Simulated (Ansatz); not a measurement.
# Geometry relaxation, with input and output: TaN (part 2 of 2)

Continued. System: TaN (P-6m2, 2 atoms in the cell). Method: DFT PBE, scalar-relativistic, plane waves, PAW, no spin polarisation (Ansatz 0.2.0); cutoff 420 eV, 18×18×14 k-mesh, Gaussian smearing of 0.1 eV. The structure derives from an entry of the Crystallography Open Database.

Geometry of the input (Å; fractional positions):
```
2.9380  0.0000  0.0000
-1.4690  2.5444  0.0000
0.0000  0.0000  2.8830
Ta 0.3333  0.6667  0.5000
N  0.0000  0.0000  0.0000
```

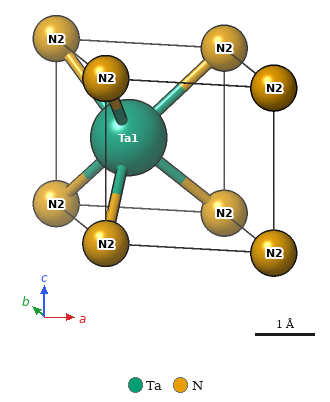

Fig. 1: The geometry at step 3 of the log (ball-and-stick view of the cell of the calculation, seen slightly off an axis; atoms are numbered from 1 in the order of the input).

**The program's output, continued**
```
SCF iter   1: F=—  HF=-10318.528582 eV  |F-HF|=—  |Δ(HF+E_count)|=         —  Δρ=3.39e-5  dr2=2.27e-7  ethr=1.08e-9  ⟨swp⟩=2.0  Hψ=23489  notcnv=0
preconditioner: auto → none  [metal: Δε(μ)=0.067 eV  Ē_g=10.939 eV  σ=0.100 eV  W_gap=0.36  n_scr=8 (ndim 8)  ℏωp=25.1 eV  f_vac=0.000  D(μ)=0.05/eV (n_scr^D=0)]
iter 2 did not close the SCF: its close was put off for the readings that it lacked (scf_convergence_deferred on its scf_iter line)
SCF iter   2: F=-10318.528592 eV  HF=-10318.528592 eV  |F-HF|=6.05e-9  |Δ(HF+E_count)|=   9.82e-6  Δρ=1.03e-5  dr2=1.57e-8  ethr=1.08e-9  ⟨swp⟩=2.2  Hψ=5282  notcnv=0
iter 3 did not close the SCF: its close was put off for the readings that it lacked (scf_convergence_deferred on its scf_iter line)
SCF iter   3: F=-10318.528592 eV  HF=-10318.528592 eV  |F-HF|=2.02e-10  |Δ(HF+E_count)|=   2.26e-9  Δρ=2.28e-6  dr2=4.37e-10  ethr=8.74e-11  ⟨swp⟩=2.2  Hψ=5033  notcnv=0
iter 4 did not close the SCF: its close was put off for the readings that it lacked (scf_convergence_deferred on its scf_iter line)
SCF iter   4: F=-10318.528592 eV  HF=-10318.528592 eV  |F-HF|=1.82e-12  |Δ(HF+E_count)|=  2.75e-10  Δρ=3.18e-7  dr2=1.22e-11  ethr=2.43e-12  ⟨swp⟩=2.2  Hψ=5413  notcnv=0
iter 5 did not close the SCF: its close was put off for the readings that it lacked (scf_convergence_deferred on its scf_iter line)
SCF iter   5: F=-10318.528592 eV  HF=-10318.528592 eV  |F-HF|=5.46e-12  |Δ(HF+E_count)|=  5.46e-12  Δρ=5.19e-8  dr2=2.40e-13  ethr=1.00e-12  ⟨swp⟩=1.0  Hψ=3848  notcnv=0
SCF iter   6: F=-10318.528592 eV  HF=-10318.528592 eV  |F-HF|=7.28e-12  |Δ(HF+E_count)|=  1.82e-12  Δρ=1.51e-8  dr2=4.77e-14  ethr=1.00e-12  ⟨swp⟩=1.0  Hψ=8883  notcnv=0
SCF 5 converged in 6 iterations: F = -10318.528592 eV  dr2 = 4.77e-14
relax step   5: F+E_penalty+E_count = -10318.52859162 eV  Δ(F+E_penalty+E_count) = +7.615e-6 eV  max|allowed force component| = 2.776e-17 eV/Å  Δτ_max = 0.0000 Å  P = -0.001 GPa  Ω = 21.838 Å³  energy of the carried Pulay correction = -8.150e-4 eV  (6 SCF iters, dr2 threshold 4.46e-8 eV, accepted)
Initial wavefunctions: pseudopotential atomic-orbital guess (no wavefunctions were taken with the density)
iter 1 solved again at ethr=1.11e-7 eV; its pass at ethr=3.10e-3 eV (dr2=2.00e-5 eV) is discarded
SCF iter   1: F=—  HF=-10318.529454 eV  |F-HF|=—  |Δ(HF+E_count)|=         —  Δρ=7.53e-5  dr2=1.97e-7  ethr=1.11e-7  ⟨swp⟩=3.1  Hψ=30305  notcnv=0
SCF iter   2: F=—  HF=-10318.529464 eV  |F-HF|=—  |Δ(HF+E_count)|=   9.83e-6  Δρ=3.53e-5  dr2=3.22e-8  ethr=1.09e-9  ⟨swp⟩=2.0  Hψ=5296  notcnv=0
SCF iter   3: F=—  HF=-10318.529464 eV  |F-HF|=—  |Δ(HF+E_count)|=   9.79e-8  Δρ=4.71e-6  dr2=7.38e-10  ethr=1.79e-10  ⟨swp⟩=2.2  Hψ=5623  notcnv=0
iter 4 did not close the SCF: its close was put off for the readings that it lacked (scf_convergence_deferred on its scf_iter line)
SCF iter   4: F=-10318.529464 eV  HF=-10318.529464 eV  |F-HF|=2.00e-11  |Δ(HF+E_count)|=   2.10e-9  Δρ=4.36e-7  dr2=1.13e-11  ethr=4.10e-12  ⟨swp⟩=2.0  Hψ=5385  notcnv=0
iter 5 did not close the SCF: its close was put off for the readings that it lacked (scf_convergence_deferred on its scf_iter line)
SCF iter   5: F=-10318.529464 eV  HF=-10318.529464 eV  |F-HF|=3.64e-12  |Δ(HF+E_count)|=  1.82e-11  Δρ=8.04e-8  dr2=7.26e-13  ethr=1.00e-12  ⟨swp⟩=1.0  Hψ=3848  notcnv=0
iter 6 did not close the SCF: its close was put off for the readings that it lacked (scf_convergence_deferred on its scf_iter line)
SCF iter   6: F=-10318.529464 eV  HF=-10318.529464 eV  |F-HF|=7.28e-12  |Δ(HF+E_count)|=    0.00e0  Δρ=1.08e-8  dr2=2.26e-14  ethr=1.00e-12  ⟨swp⟩=1.0  Hψ=3848  notcnv=0
iter 7 did not close the SCF: its close was put off for the readings that it lacked (scf_convergence_deferred on its scf_iter line)
SCF iter   7: F=-10318.529464 eV  HF=-10318.529464 eV  |F-HF|=1.82e-12  |Δ(HF+E_count)|=  3.64e-12  Δρ=1.33e-9  dr2=1.57e-16  ethr=1.00e-12  ⟨swp⟩=1.0  Hψ=3848  notcnv=0
SCF iter   8: F=-10318.529464 eV  HF=-10318.529464 eV  |F-HF|=3.64e-12  |Δ(HF+E_count)|=  3.64e-12  Δρ=5.66e-10  dr2=4.56e-17  ethr=1.00e-12  ⟨swp⟩=2.9  Hψ=11154  notcnv=0
SCF 6 converged in 8 iterations: F = -10318.529464 eV  dr2 = 4.56e-17
relax step   6: F+E_penalty+E_count = -10318.52946405 eV  Δ(F+E_penalty+E_count) = -8.724e-4 eV  max|allowed force component| = 9.252e-17 eV/Å  Δτ_max = 0.0000 Å  P = +0.060 GPa  Ω = 21.838 Å³  stress off target by 6.14e-2 GPa  SCF on the basis re-selected at this cell (its energy is not comparable with the rows above)  (8 SCF iters)
basis re-selected at this cell: Δ(F+E_penalty+E_count) = -8.724e-4 eV, ΔP = +0.061 GPa vs the last step (what re-selecting the basis moved, of the pressure what is left beyond the Pulay correction that the steps carried, after the strain that the cell walked since its last selection, with what the two solves' SCF thresholds leave and, on support functions, any second-order correction that the steps lacked; it is no measure of the basis error at this ecutwfc). This SCF's stress stands 6.14e-2 GPa from its target on what of the cell is left free (relax.cell.stress_tol is 5.00e-2 GPa) and its largest allowed force component is 9.25e-17 eV/Å (relax.f_tol is 5.00e-3 eV/Å): not within both, so this SCF does not close the relaxation
Crystal: 2 atoms, lattice volume = 21.842 Å³
iter 1 solved again at ethr=6.49e-10 eV; its pass at ethr=3.10e-3 eV (dr2=1.17e-7 eV) is discarded
SCF iter   1: F=—  HF=-10318.529444 eV  |F-HF|=—  |Δ(HF+E_count)|=         —  Δρ=2.32e-5  dr2=1.01e-7  ethr=6.49e-10  ⟨swp⟩=2.0  Hψ=23484  notcnv=0
preconditioner: auto → none  [metal: Δε(μ)=0.067 eV  Ē_g=10.938 eV  σ=0.100 eV  W_gap=0.36  n_scr=8 (ndim 8)  ℏωp=25.1 eV  f_vac=0.000  D(μ)=0.05/eV (n_scr^D=0)]
iter 2 did not close the SCF: its close was put off for the readings that it lacked (scf_convergence_deferred on its scf_iter line)
SCF iter   2: F=-10318.529454 eV  HF=-10318.529454 eV  |F-HF|=2.94e-9  |Δ(HF+E_count)|=   9.92e-6  Δρ=6.39e-6  dr2=7.62e-9  ethr=5.62e-10  ⟨swp⟩=2.0  Hψ=5107  notcnv=0
iter 3 did not close the SCF: its close was put off for the readings that it lacked (scf_convergence_deferred on its scf_iter line)
SCF iter   3: F=-10318.529454 eV  HF=-10318.529454 eV  |F-HF|=1.18e-10  |Δ(HF+E_count)|=  1.33e-10  Δρ=1.43e-6  dr2=2.38e-10  ethr=4.24e-11  ⟨swp⟩=2.0  Hψ=5042  notcnv=0
iter 4 did not close the SCF: its close was put off for the readings that it lacked (scf_convergence_deferred on its scf_iter line)
SCF iter   4: F=-10318.529454 eV  HF=-10318.529454 eV  |F-HF|=1.09e-11  |Δ(HF+E_count)|=  1.56e-10  Δρ=2.04e-7  dr2=8.78e-12  ethr=1.32e-12  ⟨swp⟩=2.4  Hψ=5556  notcnv=0
iter 5 did not close the SCF: its close was put off for the readings that it lacked (scf_convergence_deferred on its scf_iter line)
SCF iter   5: F=-10318.529454 eV  HF=-10318.529454 eV  |F-HF|=7.28e-12  |Δ(HF+E_count)|=  3.64e-12  Δρ=4.89e-8  dr2=4.68e-13  ethr=1.00e-12  ⟨swp⟩=1.0  Hψ=3848  notcnv=0
SCF iter   6: F=-10318.529454 eV  HF=-10318.529454 eV  |F-HF|=0.00e0  |Δ(HF+E_count)|=  9.09e-12  Δρ=6.24e-9  dr2=3.97e-15  ethr=1.00e-12  ⟨swp⟩=1.0  Hψ=8882  notcnv=0
SCF 7 converged in 6 iterations: F = -10318.529454 eV  dr2 = 3.97e-15
relax step   7: F+E_penalty+E_count = -10318.52945392 eV  Δ(F+E_penalty+E_count) = +1.013e-5 eV  max|allowed force component| = 4.626e-17 eV/Å  Δτ_max = 0.0000 Å  P = +0.000 GPa  Ω = 21.842 Å³  energy of the carried Pulay correction = -1.085e-5 eV  (6 SCF iters, dr2 threshold 9.41e-9 eV, accepted)
iter 1 solved again at ethr=1.06e-7 eV; its pass at ethr=3.10e-3 eV (dr2=1.91e-5 eV) is discarded
SCF iter   1: F=—  HF=-10318.529450 eV  |F-HF|=—  |Δ(HF+E_count)|=         —  Δρ=1.48e-6  dr2=3.39e-10  ethr=1.06e-7  ⟨swp⟩=3.1  Hψ=30349  notcnv=0
eigensolver tolerance schedule: the retry pair's looser diagonalisation over-reported the residual by 56432.59 of it (diagonalisation noise at an unbounded share of the residual, at the tolerance the schedule requests for it); recorded, not acted on — ethr = c·dr2/N_el stays at c = 1.0e-1
SCF iter   2: F=—  HF=-10318.529460 eV  |F-HF|=—  |Δ(HF+E_count)|=   9.87e-6  Δρ=8.59e-7  dr2=1.54e-10  ethr=1.89e-12  ⟨swp⟩=3.9  Hψ=9448  notcnv=0
SCF iter   3: F=—  HF=-10318.529460 eV  |F-HF|=—  |Δ(HF+E_count)|=  1.64e-11  Δρ=5.41e-7  dr2=5.51e-11  ethr=1.00e-12  ⟨swp⟩=1.0  Hψ=3848  notcnv=0
iter 4 did not close the SCF: its close was put off for the readings that it lacked (scf_convergence_deferred on its scf_iter line)
SCF iter   4: F=-10318.529460 eV  HF=-10318.529460 eV  |F-HF|=0.00e0  |Δ(HF+E_count)|=  5.46e-12  Δρ=5.98e-8  dr2=3.15e-13  ethr=1.00e-12  ⟨swp⟩=1.0  Hψ=3855  notcnv=0
iter 5 did not close the SCF: its close was put off for the readings that it lacked (scf_convergence_deferred on its scf_iter line)
SCF iter   5: F=-10318.529460 eV  HF=-10318.529460 eV  |F-HF|=1.82e-12  |Δ(HF+E_count)|=  1.82e-12  Δρ=1.22e-8  dr2=1.67e-14  ethr=1.00e-12  ⟨swp⟩=1.0  Hψ=3848  notcnv=0
iter 6 did not close the SCF: its close was put off for the readings that it lacked (scf_convergence_deferred on its scf_iter line)
SCF iter   6: F=-10318.529460 eV  HF=-10318.529460 eV  |F-HF|=3.64e-12  |Δ(HF+E_count)|=    0.00e0  Δρ=9.61e-9  dr2=1.73e-14  ethr=1.00e-12  ⟨swp⟩=1.0  Hψ=3848  notcnv=0
iter 7 did not close the SCF: its close was put off for the readings that it lacked (scf_convergence_deferred on its scf_iter line)
SCF iter   7: F=-10318.529460 eV  HF=-10318.529460 eV  |F-HF|=3.64e-12  |Δ(HF+E_count)|=  1.82e-12  Δρ=2.28e-9  dr2=8.02e-16  ethr=1.00e-12  ⟨swp⟩=1.0  Hψ=3848  notcnv=0
SCF iter   8: F=-10318.529460 eV  HF=-10318.529460 eV  |F-HF|=1.82e-12  |Δ(HF+E_count)|=  3.64e-12  Δρ=1.59e-9  dr2=4.83e-16  ethr=1.00e-12  ⟨swp⟩=2.1  Hψ=10196  notcnv=0
SCF 8 converged in 8 iterations: F = -10318.529460 eV  dr2 = 4.83e-16
relax step   8: F+E_penalty+E_count = -10318.52945975 eV  Δ(F+E_penalty+E_count) = -5.832e-6 eV  max|allowed force component| = 3.701e-17 eV/Å  Δτ_max = 0.0000 Å  P = +0.001 GPa  Ω = 21.842 Å³  stress off target by 7.18e-4 GPa  SCF on the basis re-selected at this cell (its energy is not comparable with the rows above)  (8 SCF iters)
basis re-selected at this cell: Δ(F+E_penalty+E_count) = -5.832e-6 eV, ΔP = +0.000 GPa vs the last step (what re-selecting the basis moved, of the pressure what is left beyond the Pulay correction that the steps carried, after the strain that the cell walked since its last selection, with what the two solves' SCF thresholds leave and, on support functions, any second-order correction that the steps lacked; it is no measure of the basis error at this ecutwfc). This SCF's stress stands 7.18e-4 GPa from its target on what of the cell is left free (relax.cell.stress_tol is 5.00e-2 GPa) and its largest allowed force component is 3.70e-17 eV/Å (relax.f_tol is 5.00e-3 eV/Å): within both
SCF converged after 8 iterations
Free energy (F): -10318.529460 eV
Harris-Foulkes:  -10318.529460 eV  (|F-HF|=1.82e-12)
Internal energy: -10318.529206 eV  (E = F + TS)
E sigma→0 (E₀):  -10318.529333 eV
Entropy (-TS):   -0.000254 eV (-0.127 meV/atom)
Fermi energy:    19.945224 eV
--- Per-component energies (eV) ---
  E_band       = -57.079932
  E_kinetic    = 498.773415
  E_local      = -611.970933  (includes V_loc(G=0)·N_el)
  E_nonlocal   = 59.576432
  E_hartree    = 205.646172
  E_xc         = -279.824406
  E_vxc        = -282.203765  (∫ρ·V_xc dr)
  E_paw        = -8524.118227  (= ΣΔE_a)
  E_vpaw       = -132.547635  (= ΣTr[D̂ρ^β])
  E_aug_tail   = 0.000210  (compensation charges beyond the density's cutoff)
  E_ewald      = -1666.611869
  E_smearing   = -0.000254  (= −TS)
  E_closure    = -0.000000  (closes the sum)
  Σ components = -10318.529460   (vs F -10318.529460, Δ=0.00e0)
--- Forces (eV/Å), atoms counted from 1 ---
  atom   1  Ta     0.00000000    -0.00000000     0.00000000
  atom   2  N      0.00000000    -0.00000000     0.00000000
  max |Σ_I F_I| component: 2.22e-16 eV/Å
--- Stress (GPa, compression-positive) ---
        0.000421       0.000000      -0.000000
        0.000000       0.000421      -0.000000
       -0.000000      -0.000000       0.000718
  P = ⅓ Tr σ = 0.0005 GPa (0.005 kbar)
--- Band table (eV; the first three rows and the last of 296) ---
  k-point 0: bands = ["-48.5367", "-14.8861", "-14.6288", "-14.6288", "2.2863", "15.4415", "15.4415", "15.8019", "17.0188", "22.0522", "23.4562", "23.4562", "23.8849"]
  k-point 1: bands = ["-48.5344", "-14.9328", "-14.6251", "-14.6251", "2.3886", "15.3728", "15.4830", "15.4830", "17.3766", "22.2446", "22.7585", "22.7585", "24.4009"]
  k-point 2: bands = ["-48.5278", "-15.0617", "-14.6145", "-14.6145", "2.6818", "14.5101", "15.6004", "15.6004", "18.1062", "21.8690", "21.8690", "22.7507", "24.7430"]
  k-point 295: bands = ["-48.4106", "-15.4826", "-15.2181", "-15.1541", "4.2876", "11.8489", "13.4402", "16.0485", "19.5640", "24.2957", "24.8956", "26.5315", "27.3745"]
--- Relaxed structure (6 steps of the walk, 6 accepted, 2 SCFs on fresh bases) ---
  F+E_penalty+E_count = -10318.52945975 eV   max|allowed force component| = 3.701e-17 eV/Å   (the final SCF, on the basis selected at the relaxed cell)
  cell:  # Å, volume = 21.8420 Å³
    - [2.950184679662287, -9.2175801399323e-33, 0.0]
    - [-1.4750923398311435, 2.5549348784431967, 0.0]
    - [0.0, 0.0, 2.8977716015327535]
  atoms:
    - { symbol: Ta, position: [0.3333333333333333, 0.6666666666666666, 0.5] }
    - { symbol: N, position: [1.5407439555097887e-33, -2.775557561562891e-17, 0.0] }
```

**Trajectory as extended XYZ (Å, eV, eV/Å), 8 frames, from step=1 to step=8**
```
2
Lattice="2.9380 0.0000 0.0000 -1.4690 2.5444 0.0000 0.0000 0.0000 2.8830" Properties=species:S:1:pos:R:3:forces:R:3 step=1 energy=-10318.52521 pressure_GPa=4.69
Ta    0.0000    1.6963    1.4415    0.0000   0.0000   0.0000
N     0.0000    0.0000    0.0000    0.0000   0.0000   0.0000
2
Lattice="2.9598 0.0000 0.0000 -1.4799 2.5633 0.0000 0.0000 0.0000 2.8996" Properties=species:S:1:pos:R:3:forces:R:3 step=2 energy=-10318.52676 pressure_GPa=-2.41
Ta    0.0000    1.7089    1.4498    0.0000   0.0000   0.0000
N     0.0000    0.0000    0.0000    0.0000   0.0000   0.0000
2
Lattice="2.9472 0.0000 0.0000 -1.4736 2.5523 0.0000 0.0000 0.0000 2.9038" Properties=species:S:1:pos:R:3:forces:R:3 step=3 energy=-10318.52831 pressure_GPa=-0.15
Ta    0.0000    1.7016    1.4519    0.0000   0.0000   0.0000
N     0.0000    0.0000    0.0000    0.0000   0.0000   0.0000
2
Lattice="2.9500 0.0000 0.0000 -1.4750 2.5548 0.0000 0.0000 0.0000 2.8971" Properties=species:S:1:pos:R:3:forces:R:3 step=4 energy=-10318.52860 pressure_GPa=0.06
Ta    0.0000    1.7032    1.4486    0.0000   0.0000   0.0000
N     0.0000    0.0000    0.0000    0.0000   0.0000   0.0000
2
Lattice="2.9500 0.0000 0.0000 -1.4750 2.5548 0.0000 0.0000 0.0000 2.8976" Properties=species:S:1:pos:R:3:forces:R:3 step=5 energy=-10318.52859 pressure_GPa=-0.00
Ta    0.0000    1.7032    1.4488    0.0000   0.0000   0.0000
N     0.0000    0.0000    0.0000    0.0000   0.0000   0.0000
2
Lattice="2.9500 0.0000 0.0000 -1.4750 2.5548 0.0000 0.0000 0.0000 2.8976" Properties=species:S:1:pos:R:3:forces:R:3 step=6 energy=-10318.52946 pressure_GPa=0.06
Ta    0.0000    1.7032    1.4488    0.0000   0.0000   0.0000
N     0.0000    0.0000    0.0000    0.0000   0.0000   0.0000
2
Lattice="2.9502 0.0000 0.0000 -1.4751 2.5549 0.0000 0.0000 0.0000 2.8978" Properties=species:S:1:pos:R:3:forces:R:3 step=7 energy=-10318.52945 pressure_GPa=0.00
Ta    0.0000    1.7033    1.4489    0.0000   0.0000   0.0000
N     0.0000    0.0000    0.0000    0.0000   0.0000   0.0000
2
Lattice="2.9502 0.0000 0.0000 -1.4751 2.5549 0.0000 0.0000 0.0000 2.8978" Properties=species:S:1:pos:R:3:forces:R:3 step=8 energy=-10318.52946 pressure_GPa=0.00
Ta    0.0000    1.7033    1.4489    0.0000   0.0000   0.0000
N     0.0000    0.0000    0.0000    0.0000   0.0000   0.0000
```

**Results in brief**

| quantity | value |
| --- | --- |
| outcome | converged |
| space group (tolerance 0.01 Å) | P-6m2 (187) |
| electrons treated | 18 |
| free energy | −10318.5295 eV |
| Fermi energy | 19.945 eV |
| gap on the k-point mesh | none (metallic) |
| pressure | 0.00 GPa |
| final volume | 21.84 Å³ |
| largest force (length of the vector) at the end | under 0.001 eV/Å |
| final cell | a = 2.950 Å, b = 2.950 Å, c = 2.898 Å, α = 90.00°, β = 90.00°, γ = 120.00° |
| hardware | 4 threads of Arm Neoverse V2, 24 GiB of memory available, shared host |
| wall time | 15 s (CPU time 58 s) |
| peak memory | 0.42 GiB |

**Remarks**

Spin–orbit coupling is left out, which matters for Ta.
